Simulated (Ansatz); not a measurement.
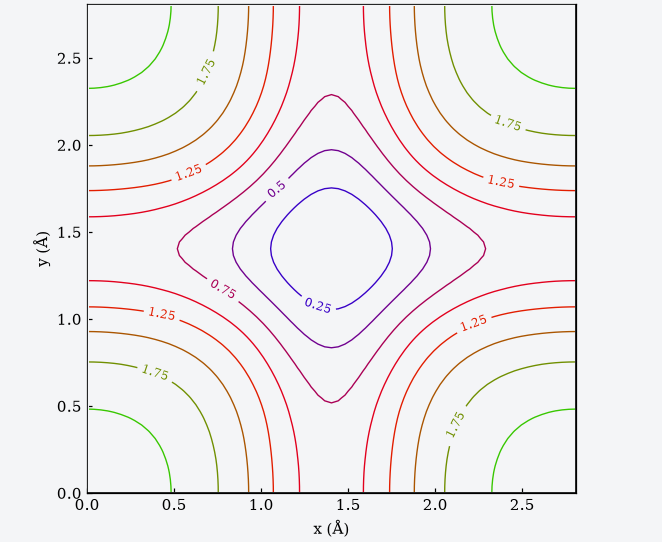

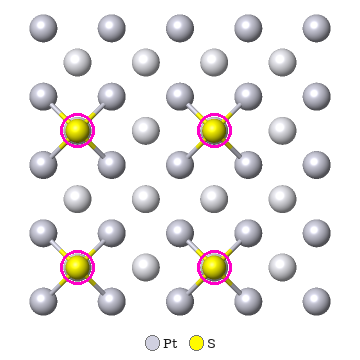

Energy landscape of S on a Pt(100) slab cut from the Fm-3m phase, its upper half relaxed before the scan (12 atoms of substrate and one adsorbate in a 2 × 2 cell). 
- S is moved over the surface cell; relaxed at each place: the height of the adsorbate's atoms; substrate rigid; the origin of the map has the adsorbate above Pt9.
- Places are given modulo a cell vector. The map is drawn in real space over the plane of the surface.
- The grid has 6 × 6 points; 10 points were computed and 26 follow by symmetry.
- Places are given in fractions of the 1 × 1 surface cell.
- All energies are given in eV relative to the lowest grid point.
- The calculation used DFT PBE, scalar-relativistic, plane waves, PAW (Ansatz 0.2.0). Settings: cutoff 420 eV, k-mesh 5×5×1, gaussian smearing 0.1 eV, no spin polarisation.

In the figure: contour lines labelled in eV, the outline of one cell of the plane. Between grid points the surface is interpolated. The second picture is the structure at the lowest point; rings mark the moved atoms.

Describe this landscape.

Answer. The lowest grid point is at a fourfold hollow over a second-layer Pt atom, (3/6, 3/6) of the cell vectors. No other kind of well shows on this grid. The highest grid point, the top site over a surface Pt atom, (0/6, 0/6) of the cell vectors, lies 2.13 eV above the lowest. On the interpolated surface the easiest way out of the lowest well to its copy in the next cell or period passes a barrier of about 0.86 eV. At the lowest point the adsorbate has 4 Pt at 2.38 Å as nearest neighbours, at the highest 1 Pt at 2.14 Å. Its relaxed height above the top atom is 1.31 Å at the lowest and 2.14 Å at the highest point.

The input of one point:

```yaml
crystal:
  lattice:
    - [5.6143281323, 0.0, 0.0]
    - [0.0, 5.6143281323, 0.0]
    - [0.0, 0.0, 19.3513792169]
  atoms:
    - { symbol: Pt, position: [0.25, 0.25, 0.206703613] }
    - { symbol: Pt, position: [0.25, 0.75, 0.206703613] }
    - { symbol: Pt, position: [0.75, 0.25, 0.206703613] }
    - { symbol: Pt, position: [0.75, 0.75, 0.206703613] }
    - { symbol: Pt, position: [0.0, 0.0, 0.3062504943] }
    - { symbol: Pt, position: [0.0, 0.5, 0.3062504943] }
    - { symbol: Pt, position: [0.5, 0.0, 0.3062504943] }
    - { symbol: Pt, position: [0.5, 0.5, 0.3062504943] }
    - { symbol: Pt, position: [0.25, 0.25, 0.4057271127] }
    - { symbol: Pt, position: [0.25, 0.75, 0.4057271127] }
    - { symbol: Pt, position: [0.75, 0.25, 0.4057271127] }
    - { symbol: Pt, position: [0.75, 0.75, 0.4057271127] }
    - { symbol: S, position: [0.5, 0.5, 0.4630460565] }
basis:
  ecutwfc: 420
kpoints:
  mp_grid: { grid: [5, 5, 1] }
hamiltonian:
  xc: pbe
  pseudopotentials: { kind: paw, azcp: { folder: soft_1 } }
scf:
  occupations: { method: gaussian, width: 0.1 }
output:
  forces: true
  eigenvalues: true
relax:
  adjacent_minimum: "off"
  f_tol: 0.025
  max_steps: 16
  constraints:
    - { sites: [0, 1, 2, 3, 4, 5, 6, 7, 8, 9, 10, 11] }
    - { sites: [12], fix: xy }
efield:
  axis: 3
  dipole_correction: true
  ramp_width: 0.04
```

The whole map (10 points run) took 11 min on 8 threads of Arm Neoverse N1, on a shared host.
